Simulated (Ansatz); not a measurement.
Consider TiSi2.

Input file:

```
crystal:
  lattice:
    - [1.7585247991, -6.674123944, 0.0]
    - [1.7585247991, 6.674123944, 0.0]
    - [0.0, 0.0, 3.5556151821]
  atoms:
    - { symbol: Ti, position: [0.847709032, 0.052674516, 0.75] }
    - { symbol: Ti, position: [0.152290968, 0.947325484, 0.25] }
    - { symbol: Si, position: [0.6132980495, 0.4933254113, 0.75] }
    - { symbol: Si, position: [0.3867019505, 0.5066745887, 0.25] }
    - { symbol: Si, position: [0.2427053932, 0.7432657874, 0.75] }
    - { symbol: Si, position: [0.7572946068, 0.2567342126, 0.25] }
basis:
  ecutwfc: 420
kpoints:
  mp_grid: { grid: [14, 14, 14] }
hamiltonian:
  xc: pbesol
scf:
  occupations: { method: gaussian, width: 0.15 }
output:
  forces: true
  stress: true
  eigenvalues: true
  write_density: true
  write_potential: true
  elf: true
  volumetric_format: npy
```

Launched as:

```sh
ansatz run input.yaml --threads 2 --pin off --max-ram 5120MiB --backend cpu --events-out ev --progress --plain --runs-dir out
```

Below, planes, directions and counts refer to the conventional cell (a = 3.52 Å, b = 3.56 Å, c = 6.90 Å, α = 90.00°, β = 104.76°, γ = 90.00°).

Space group P2₁/m; a structure from a database of computed crystals, not necessarily the ambient phase; not relaxed (largest force 1.3 eV/Å); computed without spin polarisation.

These are results of DFT PBEsol, scalar-relativistic, plane waves, PAW in Ansatz 0.2.0, not measurements.

Q: Predict the valence pseudo-density and electron localisation function between the atoms.

A: Ti–Si (2.55 Å): the density is about 0.36 e/Å³ at the midpoint; the ELF peaks at about 0.80 in the valence shell of Si, 0.9 Å from its nucleus, and is about 0.50 at the midpoint.
Ti–Si (2.75 Å): ρ is about 0.26 e/Å³ halfway; the ELF peaks at about 0.70 in the valence shell of Si, 1.0 Å from its nucleus, and is about 0.40 at the midpoint.

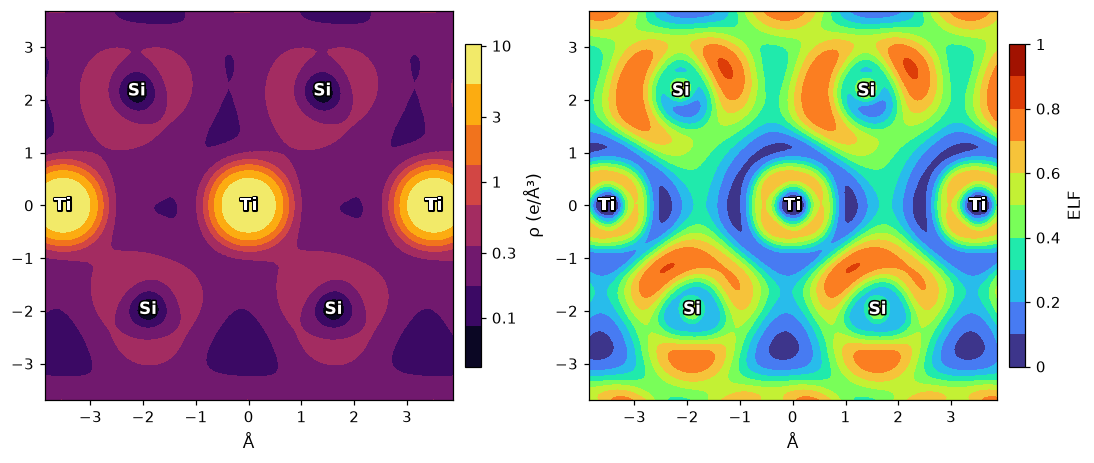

Computed valence pseudo-density and electron localisation function on the (010) plane of the conventional cell, in this order. 

The density is the valence pseudo-density of a PAW calculation; it isn't the true density close to the nuclei.
